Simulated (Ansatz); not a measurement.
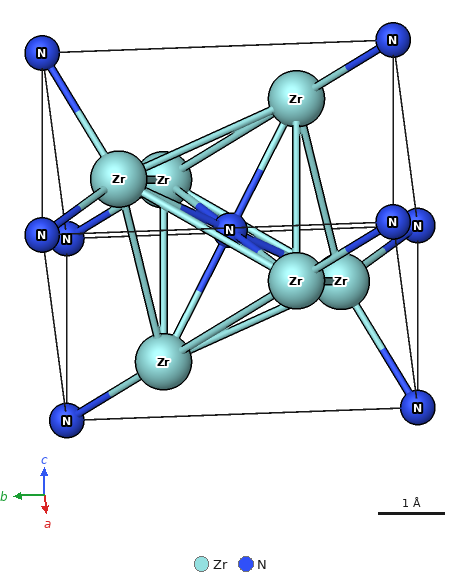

Phonons of crystalline Zr2N, space group P4₂/mnm (No. 136), at the zone centre. The picture is a ball-and-stick view of the cell of the calculation, seen from a free direction.

Theory: Ansatz, DFT PBEsol, scalar-relativistic, plane waves, PAW. (plane-wave cutoff 420 eV; k-point mesh 10 × 10 × 14; occupations gaussian; smearing width 0.15 eV; no spin polarisation)

List the optical modes.

Answer. The calculation's cell holds 6 atoms, so there are 15 optical modes, in 10 levels. No level is unstable.

```tsv
level	symmetry	frequency (cm⁻¹)	activity
1	B₁g	51	Raman-active
2	E_g	175	Raman-active
3	A₂g	199	silent
4	doubly degenerate	207	not assigned
5	E_u	214	infrared-active
6	B₂g	282	Raman-active
7	E_u	462	infrared-active
8	B₁u	526	silent
9	E_u	532	infrared-active
10	A₂u	552	infrared-active
```

The crystal is a metal, so free carriers screen the infrared response.

The modes drawn as arrows (one member of each degenerate set), 6 of the levels:

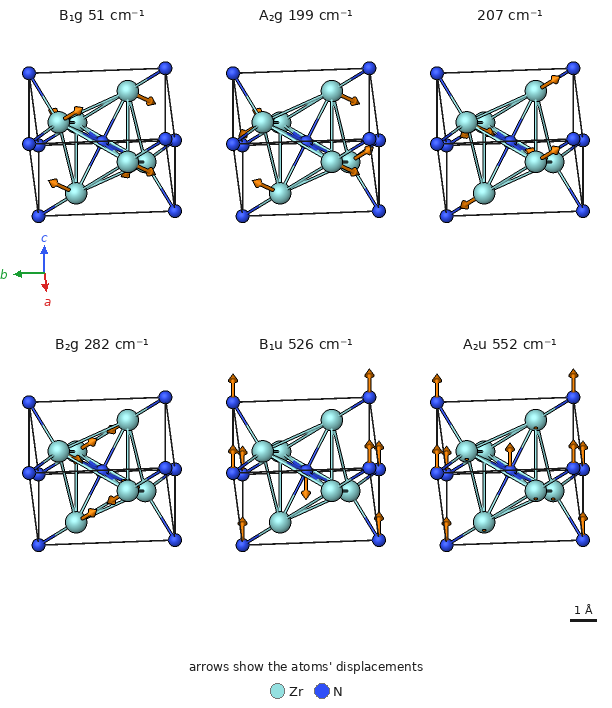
